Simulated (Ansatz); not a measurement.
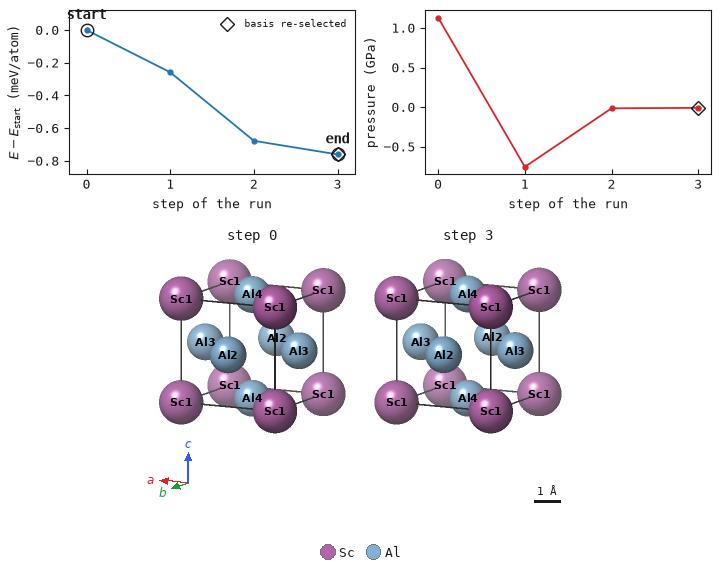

First and last geometry of a relaxation of solid ScAl3 (set up in Pm-3m), with the history of the run. Style: spheres-only. Shown: the cell of the calculation, from a free direction.

Theory: Ansatz 0.2.0, DFT PBE, scalar-relativistic, plane waves, PAW. Set-up: plane-wave cutoff 420 eV; k-point mesh 10 × 10 × 10; occupations gaussian; smearing width 0.1 eV; no spin polarisation; cell and atoms relaxed; force threshold 0.005 eV/Å; at most 80 steps.

Read the history and describe the run.

It converged. The energy falls by 0.8 meV per atom in 2 accepted moves (3 points after the start). All forces vanish by symmetry, so only the cell relaxes. Pressure: 1.13 GPa at the start and −0.01 GPa at the end. At 1 point the geometry stayed and the basis and grid were re-selected for the new cell (energy shift of 0.1 meV per atom at most each time). No atom moves by more than 0.005 Å relative to the cell. Cell: a = b = c 4.088 → 4.105 Å (+0.4 %). Volume +1.3 %. Among the contacts that change: Sc1–Al2 2.891 → 2.903 Å, Al2–Al3 2.891 → 2.903 Å. The space group stays Pm-3m (No. 221).
